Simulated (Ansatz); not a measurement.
```yaml
crystal:
  lattice:
    - [3.97600, 0.00000, 0.00000]
    - [-1.98800, 3.44332, 0.00000]
    - [0.00000, 0.00000, 6.43200]
  atoms:
    - { symbol: Mn, position: [0.33333, 0.66667, 0.00000] }
    - { symbol: Mn, position: [0.66667, 0.33333, 0.50000] }
    - { symbol: S, position: [0.33333, 0.66667, 0.38500] }
    - { symbol: S, position: [0.66667, 0.33333, 0.88500] }
```

Space group P6_3mc; spin-polarised. Net moment 9.9 μB in the 4-atom cell of the calculation; other magnetic orders weren't tried. Another magnetic order may lie lower.

Theory: Ansatz, DFT PBEsol, scalar-relativistic, plane waves, PAW.

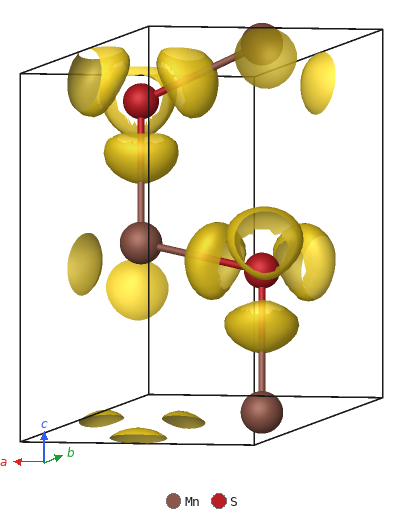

MnS. Density of the crystal less the sum of free-atom densities: yellow surfaces at +0.04, none at −0.04 e/Å³, in the conventional cell seen at an oblique angle (the regions close to the nuclei are left out). Cores are masked to 0.9 Å (Mn) and 0.7 Å (S).

In a PAW calculation such maps are meaningful between the atoms, not at the nuclei.

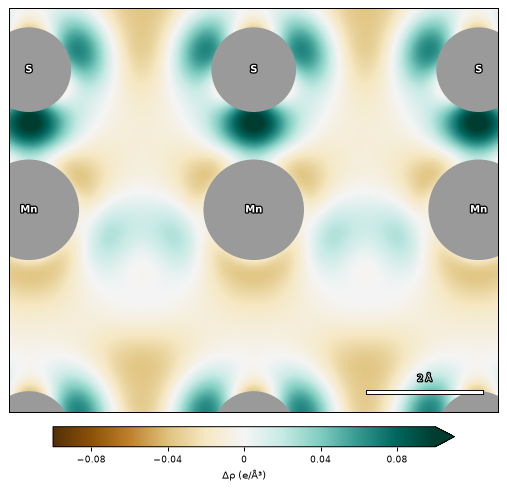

Also shown: a map on the (010) plane of the conventional cell, with grey discs over the atomic cores.

Describe the bonding charge.

Mn–S (2.41 Å): Δρ is +0.09 e/Å³ at the midpoint.
Over the whole cell, outside the masked cores, the largest gain, 0.12 e/Å³, lies 0.9 Å from a sulfur nucleus and 1.5 Å from a manganese one, and the largest loss, 0.04 e/Å³, lies 1.1 Å from a manganese nucleus.
The rearranged charge, half the integral of |Δρ|, is about 0.21 e an atom.
Bader charges: Mn +1.13 and S −1.13 e.

Metal or insulator at this level?

It is metallic at this level of theory.

Caution: this solution isn't shown to be the electronic ground state.
